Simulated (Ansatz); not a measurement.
**What a change does: single-point calculation on TiAl**

System: TiAl (P4/mmm, 2 atoms in the cell).
Method of run 1: DFT r2SCAN, scalar-relativistic, plane waves, PAW, no spin polarisation (Ansatz 0.2.0).

The structure derives from a Materials Project entry. Text and figures count atoms from 1; the logs count them from 0 in places.

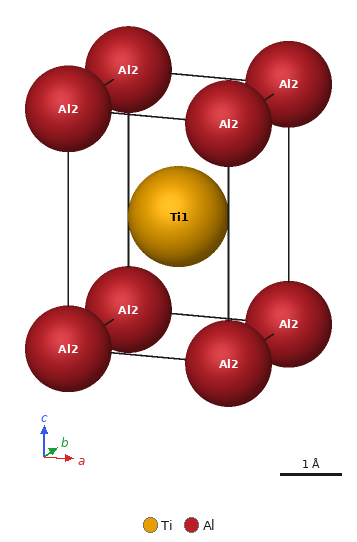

The input geometry (spheres-only view of the cell of the calculation, seen slightly off an axis; atoms are numbered from 1 in the order of the input). An atom can appear more than once, as a periodic image.

Input file, run 1:
```yaml
crystal:
  lattice:
    - [2.8098424331, 0.0, 0.0]
    - [0.0, 2.8098424331, 0.0]
    - [0.0, 0.0, 4.0657672969]
  atoms:
    - { symbol: Ti, position: [0.5, 0.5, 0.5] }
    - { symbol: Al, position: [0.0, 0.0, 0.0] }
basis:
  ecutwfc: 500
kpoints:
  mp_grid: { grid: [18, 18, 14] }
hamiltonian:
  xc: r2scan
scf:
  occupations: { method: gaussian, width: 0.1 }
output:
  forces: true
  stress: true
  eigenvalues: true
```

Command:
```bash
ansatz run input.yaml --threads 1 --pin off --max-ram 2560MiB --backend cpu --events-out ev --progress --plain --runs-dir out
```

Hardware: 1 thread of Arm Neoverse V1, 24 GiB of memory available, shared host.

Output, shortened to warnings, some set-up lines, iterations and results (run 1):
```
Basis set: ecut = 500 eV, 815 PW (Γ), exchange–correlation on 96×96×120 points (64 copies of the dense FFT grid, shifted against one another)
Symmetry: 16 space group operations
k-points: 440 of 4536
Initial density: superposition of atomic densities (neutral atoms: chi_scale 0, normalization atom), corrected by the library's trained network
[...]
SCF iter   1: F=—  HF=-3045.657746 eV  |F-HF|=—  |Δ(HF+E_count)|=         —  Δρ=1.18e-2  dr2=3.69e-2  dr2_τ=1.90e-2  ethr=1.77e-3  ⟨swp⟩=4.9  Hψ=26823  notcnv=0
SCF iter   2: F=—  HF=-3045.688619 eV  |F-HF|=—  |Δ(HF+E_count)|=   3.09e-2  Δρ=4.30e-3  dr2=3.98e-3  dr2_τ=5.79e-4  ethr=2.46e-4  ⟨swp⟩=2.5  Hψ=13269  notcnv=0  defer=96
SCF iter   3: F=—  HF=-3045.689031 eV  |F-HF|=—  |Δ(HF+E_count)|=   4.12e-4  Δρ=1.99e-3  dr2=9.60e-4  dr2_τ=4.38e-5  ethr=2.65e-5  ⟨swp⟩=2.2  Hψ=6699  notcnv=0  defer=96
SCF iter   4: F=—  HF=-3045.689332 eV  |F-HF|=—  |Δ(HF+E_count)|=   3.01e-4  Δρ=8.90e-4  dr2=2.42e-4  dr2_τ=2.00e-5  ethr=6.40e-6  ⟨swp⟩=2.7  Hψ=7805  notcnv=0  defer=96
SCF iter   5: F=—  HF=-3045.689349 eV  |F-HF|=—  |Δ(HF+E_count)|=   1.71e-5  Δρ=2.10e-4  dr2=6.70e-6  dr2_τ=4.88e-7  ethr=1.61e-6  ⟨swp⟩=2.1  Hψ=6236  notcnv=0  defer=96
SCF iter   6: F=—  HF=-3045.689353 eV  |F-HF|=—  |Δ(HF+E_count)|=   3.87e-6  Δρ=1.92e-5  dr2=4.54e-8  dr2_τ=2.29e-9  ethr=6.67e-10  ⟨swp⟩=3.8  Hψ=21677  notcnv=0
SCF iter   7: F=-3045.689353 eV  HF=-3045.689353 eV  |F-HF|=2.65e-10  |Δ(HF+E_count)|=   3.86e-8  Δρ=2.54e-6  dr2=1.53e-9  dr2_τ=4.23e-11  ethr=3.03e-10  ⟨swp⟩=1.9  Hψ=16828  …
SCF 1 converged in 7 iterations: F = -3045.689353 eV  dr2 = 1.53e-9
SCF converged after 7 iterations
Free energy (F): -3045.689353 eV
Harris-Foulkes:  -3045.689353 eV  (|F-HF|=2.65e-10)
Internal energy: -3045.681882 eV  (E = F + TS)
E sigma→0 (E₀):  -3045.685618 eV
Entropy (-TS):   -0.007471 eV (-3.736 meV/atom)
Fermi energy:    11.123799 eV
--- Per-component energies (eV) ---
  E_band       = -176.558105
  E_kinetic    = 297.207473
  E_local      = -1069.671992  (includes V_loc(G=0)·N_el)
  E_nonlocal   = 17.873462
  E_hartree    = 458.467098
  E_xc         = -130.329077
  E_vxc        = -164.836000  (∫ρ·V_xc dr)
  E_paw        = -1530.536992  (= ΣΔE_a)
  E_vpaw       = -184.404654  (= ΣTr[D̂ρ^β])
  E_aug_tail   = 0.000092  (compensation charges beyond the density's cutoff)
  E_vtau       = 10.339865  (kinetic-family band-sum trace: ∫τ·v_τ [+ j·A + Jᵃ·Aᵃ] dr)
  E_ewald      = -1088.378381
  E_core_change = -0.313565  (= ΣΔE_core)
  E_smearing   = -0.007471  (= −TS)
  E_closure    = -0.000000  (closes the sum)
  Σ components = -3045.689353   (vs F -3045.689353, Δ=0.00e0)
--- Forces (eV/Å), atoms counted from 1 ---
  atom   1  Ti    -0.00000000    -0.00000000     0.00000000
  atom   2  Al    -0.00000000    -0.00000000     0.00000000
  max |Σ_I F_I| component: 6.34e-30 eV/Å
--- Stress (GPa, compression-positive) ---
        0.064070       0.000000       0.000000
        0.000000       0.064070       0.000000
        0.000000       0.000000       0.073784
  P = ⅓ Tr σ = 0.0673 GPa (0.673 kbar)
```

For run 2 the input was changed thus:
```diff
-    - [2.8098424331, 0.0, 0.0]
-    - [0.0, 2.8098424331, 0.0]
-    - [0.0, 0.0, 4.0657672969]
+    - [2.81075181, 0.0, 0.0]
+    - [0.0, 2.81075181, 0.0]
+    - [0.0, 0.0, 4.06642192]
-  mp_grid: { grid: [18, 18, 14] }
+  mp_grid: { grid: [6, 6, 4] }
```

What does this change do to the results?

With the same functional and potentials, run 2 lies 0.11 meV per atom higher (other lines of the input change too). The number of SCF iterations is the same. The irreducible k-points go from 440 to 30. On the same kind of shared host run 2 took about 0.11 times as long.

Output, shortened to warnings, some set-up lines, iterations and results (run 2):
```
Basis set: ecut = 500 eV, 815 PW (Γ), exchange–correlation on 96×96×120 points (64 copies of the dense FFT grid, shifted against one another)
Symmetry: 16 space group operations
k-points: 30 of 144
Initial density: superposition of atomic densities (neutral atoms: chi_scale 0, normalization atom), corrected by the library's trained network
[...]
SCF iter   1: F=—  HF=-3045.664442 eV  |F-HF|=—  |Δ(HF+E_count)|=         —  Δρ=1.35e-2  dr2=6.15e-2  dr2_τ=1.83e-2  ethr=1.77e-3  ⟨swp⟩=4.9  Hψ=1849  notcnv=0
SCF iter   2: F=—  HF=-3045.688441 eV  |F-HF|=—  |Δ(HF+E_count)|=   2.40e-2  Δρ=3.67e-3  dr2=2.60e-3  dr2_τ=8.11e-4  ethr=4.10e-4  ⟨swp⟩=3.0  Hψ=925  notcnv=0  defer=5
SCF iter   3: F=—  HF=-3045.688815 eV  |F-HF|=—  |Δ(HF+E_count)|=   3.74e-4  Δρ=1.54e-3  dr2=4.51e-4  dr2_τ=5.01e-5  ethr=1.73e-5  ⟨swp⟩=2.0  Hψ=519  notcnv=0  defer=5
SCF iter   4: F=—  HF=-3045.689147 eV  |F-HF|=—  |Δ(HF+E_count)|=   3.32e-4  Δρ=5.23e-4  dr2=1.46e-4  dr2_τ=6.93e-6  ethr=3.01e-6  ⟨swp⟩=2.1  Hψ=538  notcnv=0  defer=5
SCF iter   5: F=—  HF=-3045.689126 eV  |F-HF|=—  |Δ(HF+E_count)|=   2.11e-5  Δρ=1.05e-4  dr2=1.21e-6  dr2_τ=2.43e-7  ethr=9.72e-7  ⟨swp⟩=2.1  Hψ=435  notcnv=0  defer=5
SCF iter   6: F=—  HF=-3045.689129 eV  |F-HF|=—  |Δ(HF+E_count)|=   3.49e-6  Δρ=1.09e-5  dr2=2.99e-8  dr2_τ=1.78e-9  ethr=6.67e-10  ⟨swp⟩=5.5  Hψ=1693  notcnv=0
SCF iter   7: F=-3045.689129 eV  HF=-3045.689129 eV  |F-HF|=3.27e-11  |Δ(HF+E_count)|=   7.96e-9  Δρ=1.63e-6  dr2=6.89e-10  dr2_τ=4.60e-11  ethr=2.00e-10  ⟨swp⟩=2.0  Hψ=1116  …
SCF 1 converged in 7 iterations: F = -3045.689129 eV  dr2 = 6.89e-10
SCF converged after 7 iterations
Free energy (F): -3045.689129 eV
Harris-Foulkes:  -3045.689129 eV  (|F-HF|=3.27e-11)
Internal energy: -3045.680763 eV  (E = F + TS)
E sigma→0 (E₀):  -3045.684946 eV
Entropy (-TS):   -0.008366 eV (-4.183 meV/atom)
Fermi energy:    11.161407 eV
--- Per-component energies (eV) ---
  E_band       = -177.426238
  E_kinetic    = 297.045989
  E_local      = -1069.110777  (includes V_loc(G=0)·N_el)
  E_nonlocal   = 17.765290
  E_hartree    = 457.810739
  E_xc         = -130.307534
  E_vxc        = -164.790562  (∫ρ·V_xc dr)
  E_paw        = -1530.461674  (= ΣΔE_a)
  E_vpaw       = -184.285159  (= ΣTr[D̂ρ^β])
  E_aug_tail   = 0.000093  (compensation charges beyond the density's cutoff)
  E_vtau       = 10.327860  (kinetic-family band-sum trace: ∫τ·v_τ [+ j·A + Jᵃ·Aᵃ] dr)
  E_ewald      = -1088.109325
  E_core_change = -0.313565  (= ΣΔE_core)
  E_smearing   = -0.008366  (= −TS)
  E_closure    = 0.000000  (closes the sum)
  Σ components = -3045.689129   (vs F -3045.689129, Δ=0.00e0)
--- Forces (eV/Å), atoms counted from 1 ---
  atom   1  Ti     0.00000000     0.00000000     0.00000000
  atom   2  Al    -0.00000000    -0.00000000     0.00000000
  max |Σ_I F_I| component: 1.89e-29 eV/Å
--- Stress (GPa, compression-positive) ---
        0.268960       0.000000       0.000000
        0.000000       0.268960       0.000000
        0.000000       0.000000      -0.457246
  P = ⅓ Tr σ = 0.0269 GPa (0.269 kbar)
```

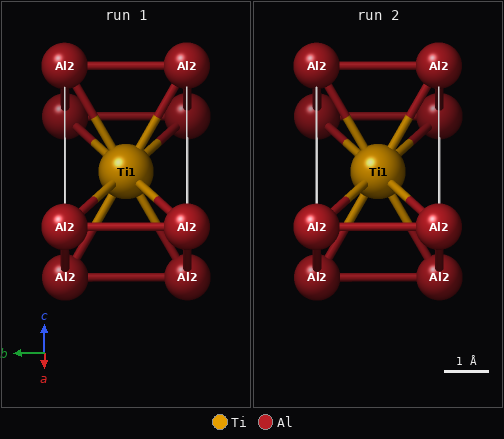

The two input geometries at one scale (ball-and-stick view of the cell of the calculation, seen at an oblique angle). No atom moves by more than 0.005 Å relative to the cell. The volume changes by +0.1 %, with a = b 2.810 → 2.811 Å (0.0 %), c stays at 4.066 Å.

The two runs side by side:

| quantity | run 1 | run 2 |
| --- | --- | --- |
| outcome | converged | converged |
| free energy per atom (eV) | −1522.8447 | −1522.8446 |
| energy per atom, smearing taken to zero (eV) | −1522.8428 | −1522.8425 |
| gap on the mesh (eV) | 0.00 | 0.00 |
| pressure (GPa) | 0.07 | 0.03 |
| volume per atom (Å³) | 16.05 | 16.06 |
| largest force (eV/Å) | 0.000 | 0.000 |
| SCF iterations | 7 | 7 |
| irreducible k-points | 440 | 30 |
| plane waves at Γ | 815 | 815 |
| wall time (shared host) | 25 s | 2.8 s |
